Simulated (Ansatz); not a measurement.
**MgO: density, localisation and related maps**

The calculation's input:

```
crystal:
  lattice:
    - [1.1297797854, 2.8244494634, 2.8244494634]
    - [2.8244494634, 1.1297797854, 2.8244494634]
    - [2.8244494634, 2.8244494634, 1.1297797854]
  atoms:
    - { symbol: Mg, position: [0.0, 0.0, 0.0] }
    - { symbol: O, position: [0.5, 0.5, 0.5] }
basis:
  ecutwfc: 500
kpoints:
  mp_grid: { grid: [10, 10, 10] }
hamiltonian:
  xc: r2scan
scf:
  occupations: { method: gaussian, width: 0.05 }
output:
  forces: true
  stress: true
  eigenvalues: true
  write_density: true
  write_potential: true
  elf: true
  volumetric_format: npy
```

Run with:

```sh
ansatz run input.yaml --threads 1 --pin off --max-ram 2560MiB --backend cpu --events-out ev --progress --plain --runs-dir out
```

Below, planes, directions and counts refer to the conventional cell (a = 2.40 Å, b = 2.40 Å, c = 11.74 Å, α = 90.00°, β = 90.00°, γ = 120.00°).

Space group R-3m; computed pressure about 30 GPa in this cell.

These are results of DFT r2SCAN, scalar-relativistic, plane waves, PAW in Ansatz, not measurements.

Core electrons are frozen (PAW), and the valence fields are smoothed inside the atomic spheres.

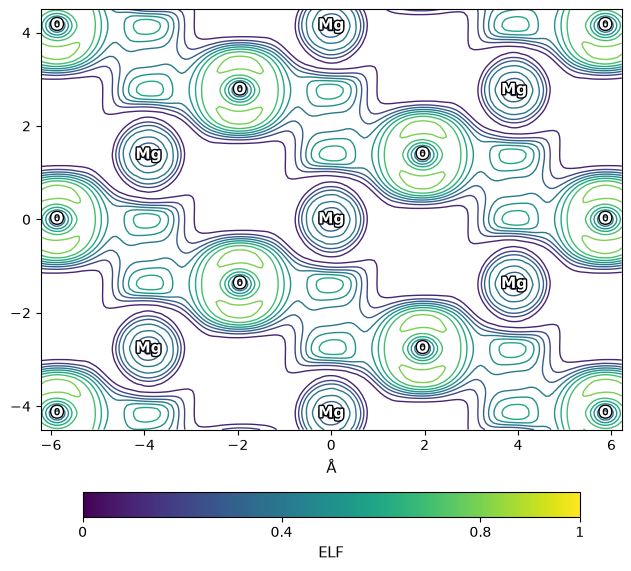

Figure 1. ELF on the (110) plane of the conventional cell.

### Describe what can be read from this map.

The plane passes through Mg and O nuclei.
Mg–O (2.40 Å): the ELF is about 0.25 at the midpoint: no localised pair shows between them.

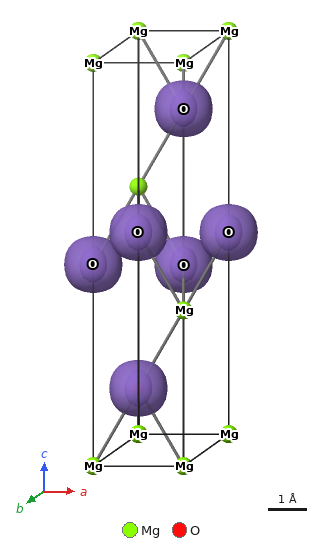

Figure 2. Isosurface of the ELF at 0.75 (purple), seen at an oblique angle. Core shells and regions of very low density are left out. Sticks mark near contacts.

### Identify the bonds, lone pairs and shells in this picture.

The surface consists of three regions wrapped around O (the valence shell of each), counted in one cell of 6 atoms. Any copies at cell faces, edges or corners count once.

### Metal or insulator at this level of theory?

It is metallic or semimetallic at this level of theory: no gap opens.
